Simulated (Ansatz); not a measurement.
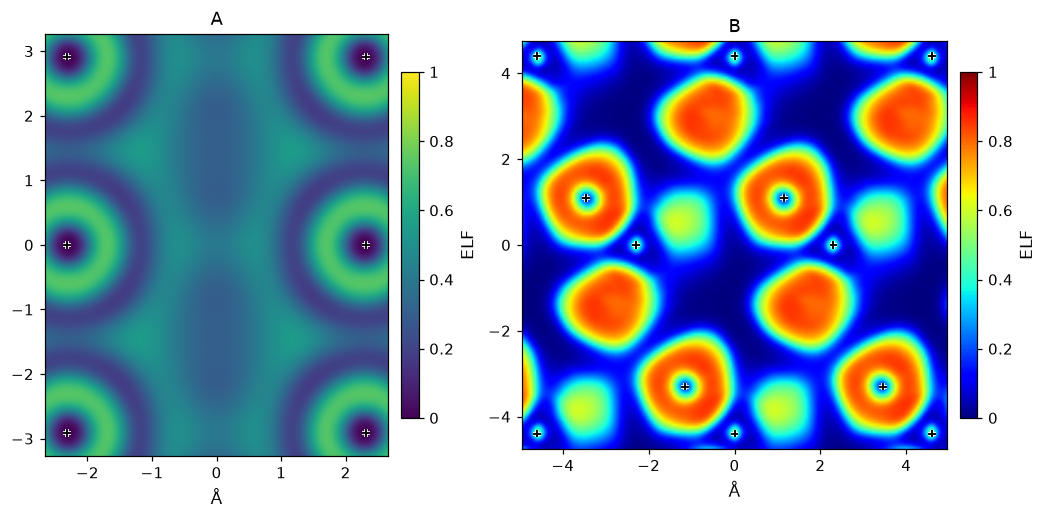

The electron localisation function of 2 systems, each on a plane through atoms (crosses mark nuclei in the plane).

Computed with Ansatz 0.2.0, DFT, PBEsol, PAW with Ansatz's default frozen-core files, scalar-relativistic.

System 1: SiO$_{2}$, the (101) plane of the conventional cell. Space group I-42d; changed on purpose from its base cell (equal xx and yy strain of -3 %, PAW files); not relaxed (largest force 0.9 eV/Å); computed pressure about 13 GPa in this cell.

```yaml
crystal:
  lattice:
    - [4.60566, 0.00000, 0.00000]
    - [0.00000, 4.60566, 0.00000]
    - [0.00000, 0.00000, 7.48800]
  atoms:
    - { symbol: Si, position: [0.00000, 0.00000, 0.00000] }
    - { symbol: Si, position: [0.50000, 0.50000, 0.50000] }
    - { symbol: Si, position: [0.00000, 0.50000, 0.25000] }
    - { symbol: Si, position: [0.50000, 0.00000, 0.75000] }
    - { symbol: O, position: [0.25000, 0.62338, 0.37500] }
    - { symbol: O, position: [0.75000, 0.12338, 0.87500] }
    - { symbol: O, position: [0.12338, 0.25000, 0.12500] }
    - { symbol: O, position: [0.62338, 0.75000, 0.62500] }
    - { symbol: O, position: [0.75000, 0.37662, 0.37500] }
    - { symbol: O, position: [0.25000, 0.87662, 0.87500] }
    - { symbol: O, position: [0.37662, 0.25000, 0.62500] }
    - { symbol: O, position: [0.87662, 0.75000, 0.12500] }
```

System 2: Ta, the (100) plane of the conventional cell. Space group R-3m; changed on purpose from its base cell (equal xy, yz and zx shear strains of +2 %, PAW files); computed pressure about −4 GPa in this cell; computed without spin polarisation.

```
Ta
1.0
     3.26953    0.00000   -3.26953
    -3.26953    3.26953    0.00000
     1.68431    1.68431    1.68431
Ta
3
Cartesian
  0.0000 0.0000 0.0000
  1.6513 1.6513 -1.6183
  0.0330 3.3026 0.0330
```

**Which map belongs to which system?**

Panel A is system 2, Ta: the plane holds Ta. Ta–Ta (2.92 Å): the ELF is about 0.30 at the midpoint; no localised pair shows between them. Panel B is system 1, SiO$_{2}$: the plane holds Si and O. Si–O (1.59 Å): the ELF peaks at about 0.85 between the atoms (a polar covalent bond).
